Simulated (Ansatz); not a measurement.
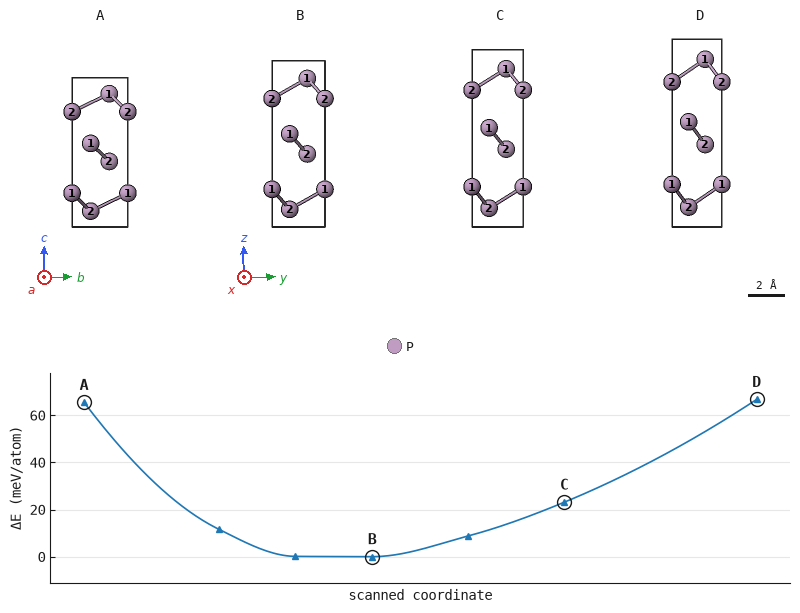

A scan of crystalline P (R-3m) along one coordinate. x, y and z are the Cartesian axes of the input. A ball-and-stick model of the conventional cell (3 times the calculation's cell), repeated 1 × 1 × 1 with one cell outlined, seen along the a axis. Lengths and directions refer to the drawn axes.

Method: DFT PBEsol, scalar-relativistic, plane waves, PAW in Ansatz 0.2.0. (plane-wave cutoff 420 eV; k-point mesh 18 × 18 × 18; occupations gaussian; smearing width 0.15 eV; no spin polarisation). Energies (free energies at the smearing named) are counted from the cell as listed in its source, which wasn't relaxed.

> Which coordinate changes from frame to frame?

The ratio of the cell's length along z to its lengths across, counted as 1 for the reference, is changed at fixed volume (a c/a path), with the atoms kept at their fractional coordinates. In the frames the relative ratio is 0.85 (A), 1.00 (B), 1.10 (C), 1.20 (D). Of the computed points the lowest is at the relative ratio 1.00, 0.0 meV/atom. The end points stand at 65.4 meV/atom (0.85) and 66.7 meV/atom (1.20). The unrelaxed reference is under a pressure of −1.7 GPa. The distortion keeps the space group R-3m. At the relative ratio 1.20 the cell of the drawing goes a 3.451 → 3.248 Å, b 3.451 → 3.248 Å, c 9.389 → 10.603 Å.
